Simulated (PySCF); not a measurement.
**A series of single points on Bi**

System: Bi (Im-3m, 1 atom in the cell).
Method: Kohn-Sham DFT of a periodic cell in Gaussian orbitals, PBEsol, DZVP-MOLOPT-SR/GTH-PBE, no spin polarisation (PySCF 2.14.0).

The 7 runs differ only in the geometry, by an even scaling of the cell at fixed fractional positions. The structure derives from a Materials Project entry.

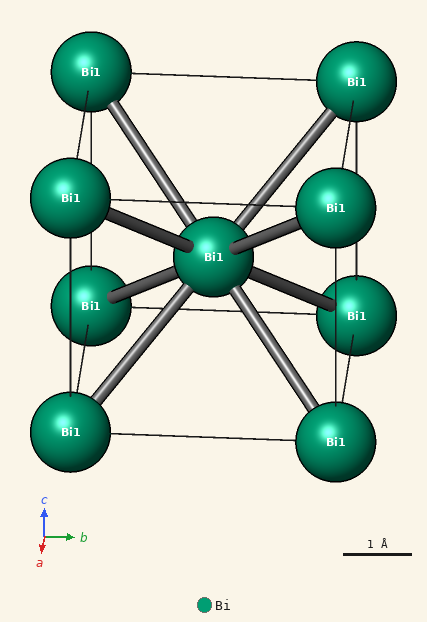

Figure 1. The structure of run 4 (ball-and-stick view of the cell 2 times as large as that of the calculation, set on its symmetry axes, seen at an oblique angle; atoms are numbered from 1 in the order of the input).

## Input of run 4
```python
import json
import numpy as np
from pyscf.pbc import gto, scf, dft, df

cell = gto.Cell()
cell.a = '''
 -1.9814305318    1.9814305318    1.9814305318
  1.9814305318   -1.9814305318    1.9814305318
  1.9814305318    1.9814305318   -1.9814305318'''
cell.atom = '''
Bi   0.0000000000    0.0000000000    0.0000000000'''
cell.unit = 'A'
cell.basis = 'DZVP-MOLOPT-SR-GTH-q5'
cell.pseudo = 'GTH-PBE-q5'
cell.ke_cutoff = 50  # hartree
cell.exp_to_discard = 0.02
cell.precision = 1e-08
cell.space_group_symmetry = True
cell.symmorphic = False
cell.max_memory = 2940  # MB
cell.verbose = 4
cell.build()

res = {}
kpts = cell.make_kpts([10, 10, 10], space_group_symmetry=True, time_reversal_symmetry=True)
cell.space_group_symmetry = False  # the mesh holds the operations; no search on the supercells of the integral code
mf = dft.KRKS(cell, kpts, xc='pbesol')
mf = mf.multigrid_numint()
mf = mf.smearing(sigma=0.00183747, method='fermi')  # hartree
mf.conv_tol = 1e-07
mf.max_cycle = 60

mf.kernel()
res.update(converged=bool(mf.converged), e_tot=mf.e_tot, nelec=cell.nelectron, nao=cell.nao, mesh=list(map(int, cell.mesh)), a=cell.lattice_vectors().tolist(), coords=cell.atom_coords().tolist(),
           mo_energy=[np.real(x).tolist() for x in mf.mo_energy], mo_occ=[np.real(x).tolist() for x in mf.mo_occ])
res.update(e_free=mf.e_free, e_zero=mf.e_zero)
res.update(kpts=kpts.kpts_scaled_ibz.tolist(), weights=kpts.weights_ibz.tolist())
res['parts'] = {k: float(np.real(v)) for k, v in mf.scf_summary.items() if np.isscalar(v)}
json.dump(res, open('results.json', 'w'))
if not mf.converged:
    raise SystemExit('SCF not converged')

print('levels (eV)')
for i, kp in enumerate(res['kpts'][:40]):
    print('k %7.4f %7.4f %7.4f  ' % tuple(kp), ' '.join('%.3f' % (x * 27.211386) for x in res['mo_energy'][i][:8]))

mf = mf.to_khf()  # unfold to the whole mesh
kpts = mf.kpts
# Mulliken populations
dm, s = np.asarray(mf.make_rdm1()), np.asarray(mf.get_ovlp())
sites = cell.aoslice_by_atom()[:, 2:]
tot = np.einsum('kij,kji->i', dm, s).real / len(kpts)
res['mulliken'] = [cell.atom_charge(i) - tot[a0:a1].sum() for i, (a0, a1) in enumerate(sites)]
print('Mulliken charges', np.round(res['mulliken'], 5))

# density of states, Gaussians of 0.15 eV
e = np.asarray(mf.mo_energy).real.reshape(1, -1) * 27.211386
ef = mf.get_fermi()
ef = np.max(ef) * 27.211386
x = np.arange(-15, 10.01, 0.1) + round(ef, 1)
dos = np.exp(-((x[:, None, None] - e) / 0.15) ** 2 / 2).sum(-1).T / (0.15 * np.sqrt(2 * np.pi) * len(kpts)) * 2
res.update(dos_e=x.tolist(), dos=dos.tolist())
for a, b in zip(x[::5], dos.T[::5]):
    print('%8.2f' % a, ' '.join('%9.4f' % y for y in b))

# density on a uniform mesh
grids = dft.gen_grid.UniformGrids(cell)
grids.mesh = [19, 19, 19]
grids.build()
ni = dft.numint.KNumInt()
rho = [ni.get_rho(cell, x, grids, kpts) for x in [dm]]
np.save('rho.npy', np.reshape(rho, (-1, *grids.mesh)))
res['done'] = True
json.dump(res, open('results.json', 'w'))
```

Command:
```bash
OMP_NUM_THREADS=2 python -u run.py > log
```

Run 6 has the same physical settings and fractional positions; its lattice vectors (Å) are:
```
  -2.007505    2.007505    2.007505
   2.007505   -2.007505    2.007505
   2.007505    2.007505   -2.007505
```

## Results, with one run withheld

```csv
run,volume per atom (Å³),"free energy per atom, from the lowest run given (meV)"
1,29.250,36.13
2,29.872,18.66
3,30.495,7.23
4,31.117,1.20
5,31.739,0.00
6,32.362,?
7,32.984,10.02
```

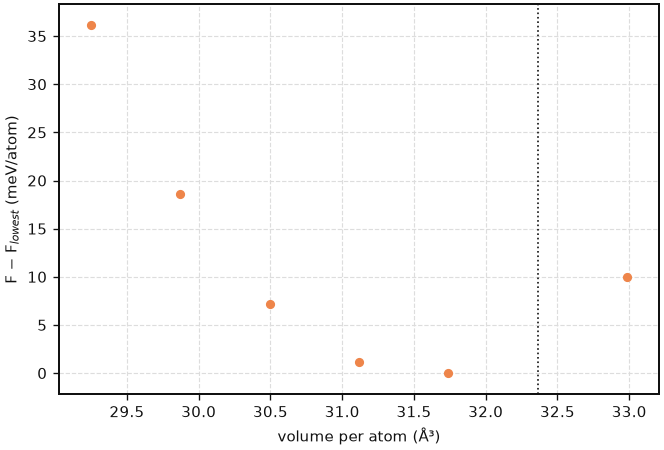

Figure 2. Free energy per atom of the runs given; the dotted line marks run 6.

Estimate the energy of run 6 from the others.

A cubic polynomial in V^(−2/3) (the Birch–Murnaghan form), fitted to the 6 runs given, misses them by at most 0.01 meV per atom. With x = V^(−2/3) − 0.10162 Å⁻², it reads F = 2.9927 + 4013.6 x + 1.3001e+06 x² + 4.8748e+06 x³ (meV per atom). At run 6 it gives 3.09 meV per atom, and the run itself gives 3.10. The fit has its minimum at 31.593 Å³ per atom, where V d²F/dV² gives 57.7 GPa: the bulk modulus at this level, since symmetry fixes the shape and the positions.

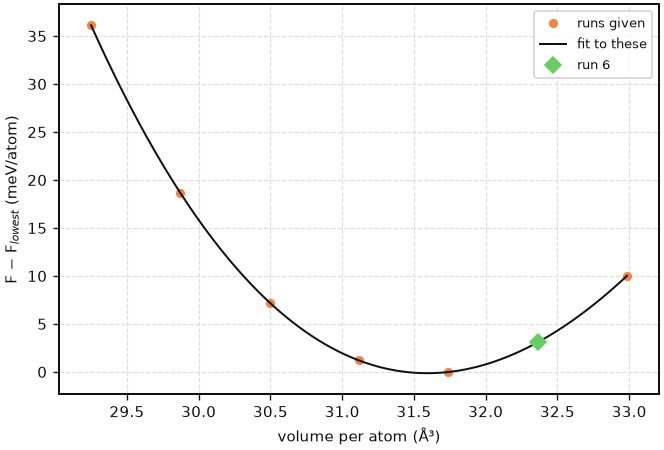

Figure 3. The fit and the withheld run.

## Output, shortened to warnings, some set-up lines, iterations and results (run 6)
```
k-points in IBZ                         weights
[...]
cycle= 1 E= -5.52172746142163  delta_E= -0.0476  |g|= 0.0845  |ddm|= 12.6
cycle= 2 E= -5.52194913594514  delta_E= -0.000222  |g|= 0.00881  |ddm|= 0.943
cycle= 3 E= -5.52194959129273  delta_E= -4.55e-07  |g|= 2.03e-05  |ddm|= 0.0903
cycle= 4 E= -5.52194959259981  delta_E= -1.31e-09  |g|= 1.58e-07  |ddm|= 0.000312
    sigma = 0.00183747  Optimized mu = 0.244360110433  entropy = 0.117690859721
nelec by numeric integration = 5.000000000000009
    Total E(T) = -5.52194959263602  Free energy = -5.52216584606003  E0 = -5.52205771934803
Extra cycle  E= -5.52194959263602  delta_E= -3.62e-11  |g|= 1.6e-08  |ddm|= 1.35e-06
converged SCF energy = -5.52194959263602
levels (eV)
k  0.0000  0.0000  0.0000   -6.507 11.499 11.499 11.499 18.352 18.352 18.352 21.408
k  0.5000  0.5000  0.0000   -3.704 1.728 8.226 10.090 12.837 14.350 23.199 24.205
k  0.5000  0.5000  0.5000   -1.702 4.949 4.949 4.949 10.203 10.203 29.503 29.503
k  0.6000  0.4000  0.0000   -4.184 2.587 8.439 10.214 13.123 14.577 22.190 23.098
k  0.6000  0.5000  0.5000   -1.975 4.401 5.157 5.362 10.709 11.220 25.823 26.445
k  0.6000  0.6000  0.4000   -2.287 4.545 5.365 5.365 10.602 12.634 25.460 25.460
k  0.7000  0.3000  0.0000   -5.086 4.607 9.055 10.552 14.028 15.270 21.222 21.297
k  0.7000  0.5000  0.4000   -2.406 3.951 4.815 6.562 11.635 12.999 21.824 25.945
k  0.7000  0.5000  0.5000   -2.570 3.387 5.760 6.364 12.232 13.736 21.539 23.156
k  0.7000  0.6000  0.4000   -2.953 3.981 5.968 6.338 11.671 15.240 21.773 23.044
k  0.7000  0.7000  0.3000   -3.727 4.984 6.570 6.570 11.875 17.741 22.114 22.114
k  0.7000  0.7000  0.6000   -3.300 2.995 4.168 8.980 15.541 18.560 20.563 25.211
k  0.8000  0.2000  0.0000   -5.881 7.175 9.985 10.992 15.637 16.410 19.987 20.912
k  0.8000  0.4000  0.4000   -2.724 3.805 3.805 8.332 14.171 14.171 17.896 27.142
k  0.8000  0.5000  0.4000   -2.990 3.163 5.231 8.029 13.458 15.891 18.275 23.558
k  0.8000  0.5000  0.5000   -3.159 2.497 6.680 7.664 14.258 17.286 17.950 20.897
k  0.8000  0.6000  0.3000   -3.652 4.049 6.026 7.907 12.929 17.441 19.278 22.578
k  0.8000  0.6000  0.4000   -3.596 3.260 6.888 7.738 13.776 17.873 18.196 21.456
k  0.8000  0.6000  0.6000   -3.418 2.352 5.444 9.116 14.827 17.950 21.783 23.200
k  0.8000  0.7000  0.3000   -4.446 5.005 7.492 7.920 13.450 18.928 18.957 21.754
k  0.8000  0.7000  0.5000   -3.828 2.978 5.809 9.260 14.968 17.537 21.562 23.543
k  0.8000  0.8000  0.2000   -5.211 6.713 8.416 8.416 14.325 19.938 19.938 20.278
k  0.8000  0.8000  0.4000   -4.645 4.313 6.980 9.665 15.231 16.927 21.644 21.722
k  0.8000  0.8000  0.7000   -3.206 3.423 4.605 5.456 20.732 21.143 23.848 25.757
k  0.8000  0.8000  0.8000   -3.460 3.223 5.636 5.636 20.172 20.172 23.465 25.118
k  0.9000  0.1000  0.0000   -6.388 9.871 10.992 11.359 17.387 17.712 19.147 19.386
k  0.9000  0.4000  0.4000   -3.114 2.921 4.360 9.634 14.934 16.395 17.672 24.802
k  0.9000  0.5000  0.3000   -3.471 3.170 5.032 9.580 15.141 15.413 19.252 23.753
k  0.9000  0.5000  0.4000   -3.482 2.474 6.225 9.277 14.414 16.493 19.476 21.816
[...]
```

Notes: Spin–orbit coupling is left out, which matters for Bi.
